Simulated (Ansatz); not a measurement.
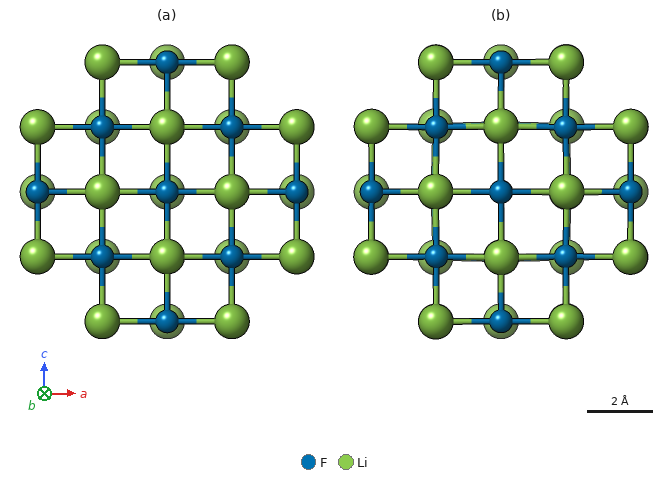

Left: perfect LiF. Right: the same region with one point defect, after relaxing the atoms in a supercell of 64 sites. A ball-and-stick model of the atoms within 5.4 Å of one point, in a slice 4.2 Å thick across the line of sight, seen along the b axis.

Theory: DFT, PBEsol, PAW, plane waves in Ansatz 0.2.0. Set-up: plane-wave cutoff 420 eV; k-point mesh 1 × 1 × 1; mesh shifted by (0.25, 0.25, 0.25); collinear spin. Fermi-Dirac smearing of 0.01 eV. A uniform background neutralises the charged cell. The axes drawn are those of the host's conventional cell.

Which defect is it?

Answer. A lithium atom is replaced by fluorine.

The charge state of the cell is +2.

How does the lattice respond?

Answer. In the host the Li atom has 6 F at 2.00 Å; the F atom ends with 6 F at 2.08 to 2.09 Å. Of the host's atoms, a fluorine atom moves furthest from its site, by 0.08 Å. The cell's net moment is 2.00 μB.

Limits of the set-up: the periodic images lie only 8.0 Å apart, so the values are limited by the cell's size; the cell is charged, on a uniform background, and energies carry no finite-size correction.
